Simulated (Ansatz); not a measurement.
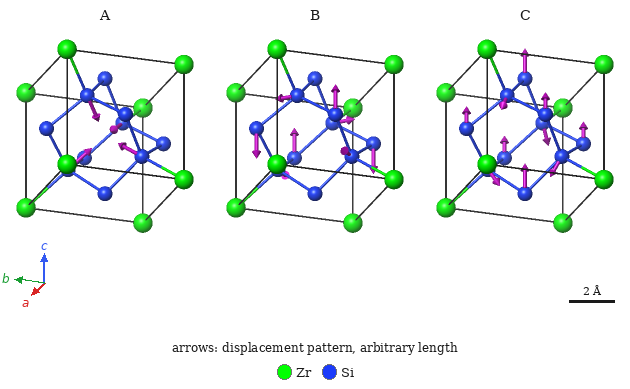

Modes of crystalline ZrSi7 (a generated structure), space group P-43m (No. 215), at the zone centre (one member of each degenerate set). The purple arrows are the displacements of the atoms (eigenvector over the root of the mass), of arbitrary overall length and sign. The picture is a ball-and-stick view of the cell of the calculation, seen from a free direction.

Level of theory: Ansatz, DFT PBEsol, scalar-relativistic, plane waves, PAW.

The frequencies depend somewhat on the k-mesh and the smearing.

**Give the symmetry species and the selection rules of each.**

A is A₁, Raman-active by symmetry (379 cm⁻¹). B is T₁, silent by symmetry (neither infrared- nor Raman-active) (82 cm⁻¹). C is T₂, infrared- and Raman-active by symmetry (441 cm⁻¹). In a metal the free carriers screen the infrared response.
